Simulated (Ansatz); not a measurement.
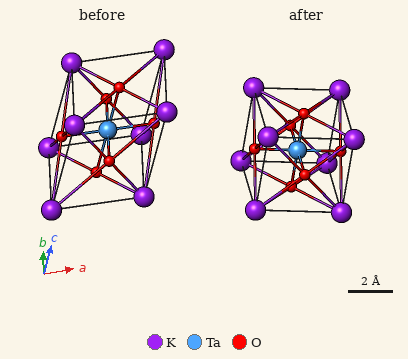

The structure of a crystal of KTaO3 (a generated structure, set up in R-3m) (coarse preliminary run) before (left) and after (right) a relaxation, at one scale.

Style: ball-and-stick. Shown: the cell of the calculation, from a free direction.

Theory: DFT PBE, scalar-relativistic, plane waves, PAW in Ansatz.

Input
```yaml
crystal:
  lattice:
    - [2.69955692, 1.55858992, 3.10832957]
    - [-2.69955692, 1.55858992, 3.10832957]
    - [0.0, -3.11717983, 3.10832957]
  atoms:
    - { symbol: K, position: [0.0, 0.0, 0.0] }
    - { symbol: Ta, position: [0.5, 0.5, 0.5] }
    - { symbol: O, position: [0.5, 0.5, 0.0] }
    - { symbol: O, position: [0.0, 0.5, 0.5] }
    - { symbol: O, position: [0.5, 0.0, 0.5] }
basis:
  ecutwfc: 420
kpoints:
  mp_grid: { grid: [6, 6, 6] }
hamiltonian:
  xc: pbe
scf:
  occupations: { method: gaussian, width: 0.1 }
  lower_state_search: "off"
output:
  forces: true
  stress: true
  eigenvalues: true
relax:
  adjacent_minimum: "off"
  f_tol: 0.04
  max_steps: 70
  cell: { stress_tol: 0.4 }
```

Command:
```bash
ansatz run input.yaml --threads 1 --pin off --max-ram 2560MiB --backend cpu --events-out ev --progress --plain --runs-dir out
```

### Describe what moved and what it gained.

No atom moves by more than 0.005 Å relative to the cell. The drawn cell changes as follows: a = b = c 4.402 → 4.024 Å (−8.6 %), α 75.6° → 90.0°, β 75.6° → 90.0°, γ 75.6° → 90.0°; the volume changes by −16.9 %. Some distances before and after: K1–Ta2 4.662 → 3.485 Å, K1–O3 3.477 → 2.846 Å, Ta2–O3 2.201 → 2.012 Å, K1–O3 (another image) 2.700 → 2.846 Å. Bond angles that change, for instance: O3–Ta2–O4 104.4° → 90.0°, O3–Ta2–O4 75.6° → 90.0°. The space group (tolerance 0.01 Å) goes from R-3m (No. 166) to Pm-3m (No. 221). Over 7 accepted moves (9 points after the start) the energy falls by 4.382 eV per cell of the calculation. All forces vanish by symmetry, so only the cell relaxes. Pressure: −21.37 GPa at the start and 0.00 GPa at the end. At 2 points the geometry stayed and the basis and grid were re-selected for the new cell (energy shift of 10.5 meV per cell of the calculation at most each time). Cost: 73 s on 1 thread of Intel(R) Xeon(R) Processor @ 2.50GHz (Skylake/Cascade Lake), on a shared host, peak memory 0.4 GiB.
